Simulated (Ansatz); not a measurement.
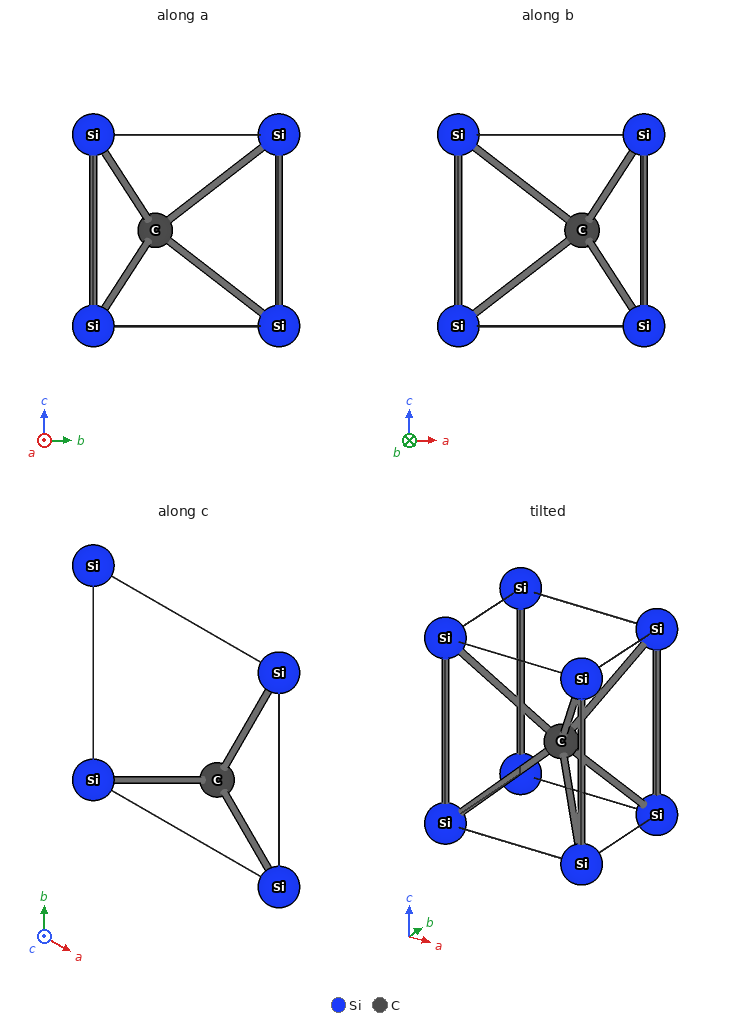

The image is a ball-and-stick drawing of a crystal, viewed along the a axis, along the b axis, along the c axis and slightly off an axis. The conventional unit cell is drawn as a box.

Lattice parameters: a = 2.865 Å, b = 2.865 Å, c = 2.559 Å, α = 90.00°, β = 90.00°, γ = 120.00°. Put a along x and b in the xy plane.

> Record the structure as a POSCAR file.

```
Si C
1.0
     2.865    0.000    0.000
    -1.433    2.481    0.000
     0.000    0.000    2.559
Si C
1 1
Direct
  0.0000 0.0000 0.0000
  0.6667 0.3333 0.5000
```

It goes back to a structure type filled with these elements by a generator (whether the compound takes this form wasn't checked). Earlier steps of the study may have refined or changed the cell and positions. It was the input of a calculation with Ansatz.
